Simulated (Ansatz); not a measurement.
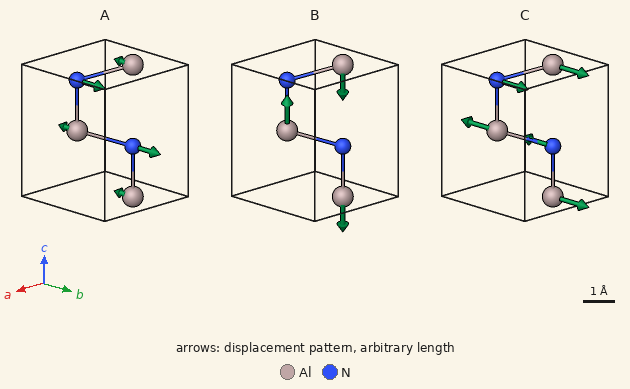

Three optical modes of crystalline AlN at the zone centre, in no order (one member of each degenerate set). Displacements are drawn as green arrows; their common scale and sign are arbitrary. Style: ball-and-stick. Shown: the cell of the calculation, from a free direction.

Method: Ansatz 0.2.0, DFT PBEsol, scalar-relativistic, plane waves, PAW. Settings: plane-wave cutoff 420 eV; k-point mesh 12 × 12 × 6; occupations fixed; no spin polarisation.

Frequencies are those without the non-analytic (LO–TO) term.

Order them from the lowest to the highest frequency (imaginary ones first).

C (235 cm⁻¹), B (542 cm⁻¹), A (662 cm⁻¹). C, E₂: All motion is along b; atoms of one kind move against one another, with no net shift of any sublattice; it mainly bends the Al–N bonds; the kinetic energy is shared as Al 71 %, N 29 %. B, B₁: The N atoms hardly move; all motion is along c; atoms of one kind move against one another, with no net shift of their sublattice; it stretches the shortest Al–N bonds (1.90 Å). A, E₁: The N sublattice moves against the Al sublattice, along b; it stretches the shortest Al–N bonds (1.89 Å); the kinetic energy is shared as N 66 %, Al 34 %.
